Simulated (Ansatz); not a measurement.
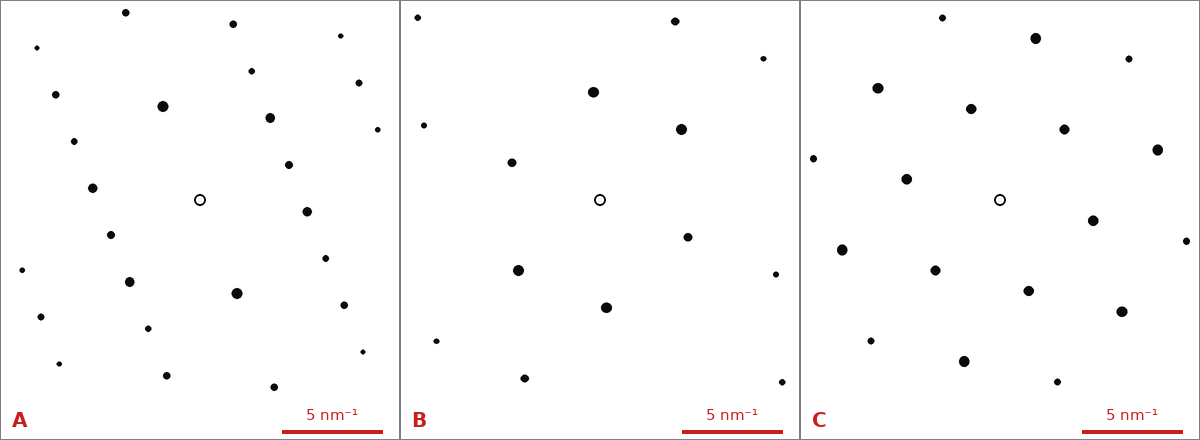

The patterns are kinematic simulations for 120 kV electrons (no multiple scattering; isotropic B = 0.5 Å²).

All three come from Ni, space group P6_3/mmc (No. 194), a = 2.417 Å, c = 3.973 Å (hexagonal axes). Structure: the geometry relaxed with DFT, LDA (PW92), plane waves (420 eV) with PAW, scalar-relativistic (Ansatz); the starting structure was generated, so it need not be a known form of this composition.

> Assign the zone axes [001], [100], [101] to A, B and C.

A is [100]: rectangular net of 0 0 1 (itself extinct) at d = 3.97 Å and 0 1 0 at d = 2.09 Å, at 90.0°. B is [101]: centred rectangular net of 0 1 0 at d = 2.09 Å and 1 0 -1 at d = 1.85 Å, at 63.7°. C is [001]: hexagonal net of 1 -1 0 at d = 2.09 Å and 1 0 0 at d = 2.09 Å, at 60.0°.
